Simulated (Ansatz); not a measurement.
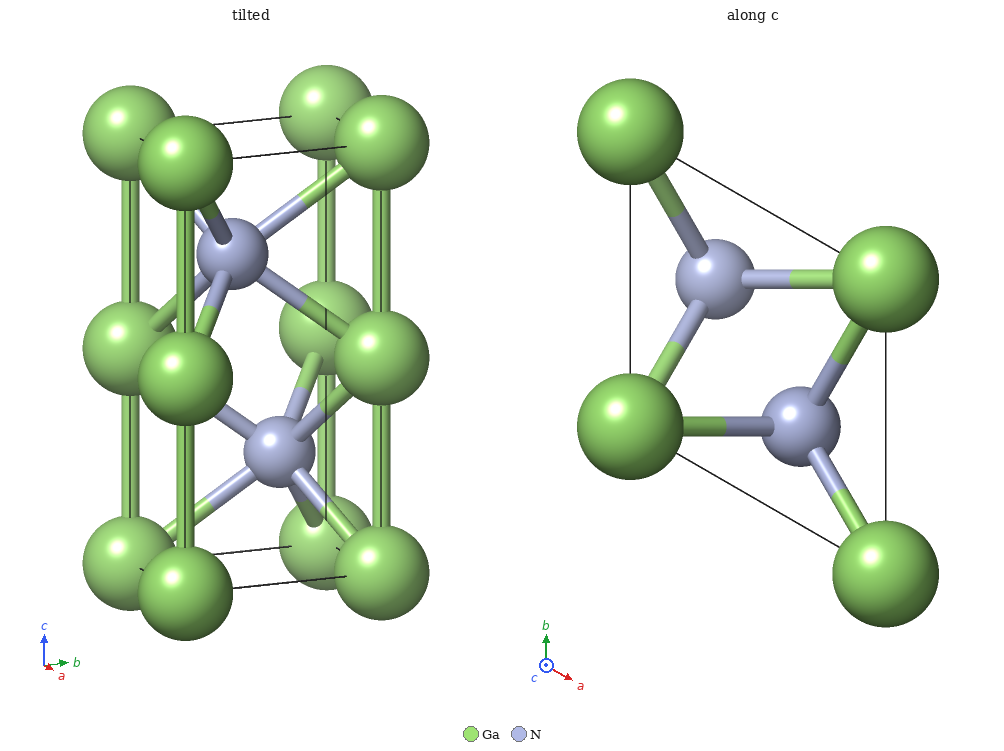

The figure gives a ball-and-stick picture of the atoms, viewed slightly off an axis and along the c axis. Atoms at the boundary of the conventional unit cell (the box) are drawn once for each face, edge or corner they touch.

GaN, nickel arsenide (NiAs) type, space group P6_3/mmc (No. 194), a = 2.967 Å, b = 2.967 Å, c = 4.863 Å, α = 90.00°, β = 90.00°, γ = 120.00°. The initial geometry was a structure type filled with these elements by a generator (whether the compound takes this form wasn't checked). The cell was then strained or its atoms displaced on purpose. It was run through Ansatz as a DFT input.

This one geometry was computed with Ansatz (DFT, plane waves, PAW) at three levels of theory: HSE06, r2SCAN and PBE. It was relaxed with r2SCAN and then strained.

### Which level gives the highest pressure at this volume, and what does that say about its equilibrium volume?

Highest: PBE (18.2 GPa), which points to the largest equilibrium volume. Lowest, with the smallest volume: HSE06 (8.5 GPa). Levels within 0.5 GPa of each other can't be told apart.

### How does the band gap change with the level of theory?

PBE: a gap of 1.85 eV, indirect; r2SCAN: a gap of 2.44 eV, indirect; HSE06: a gap of 3.22 eV, indirect.

### Collect the results in a table.

| level | cutoff (eV) | k-mesh of the run's cell | gap (eV) | pressure (GPa) |
| --- | --- | --- | --- | --- |
| HSE06 | 420 | 6×6×4 | 3.22 | 8.5 |
| r2SCAN | 500 | 12×12×6 | 2.44 | 9.9 |
| PBE | 420 | 12×12×6 | 1.85 | 18.2 |

Gaps are taken on the k-mesh or band path of each run.
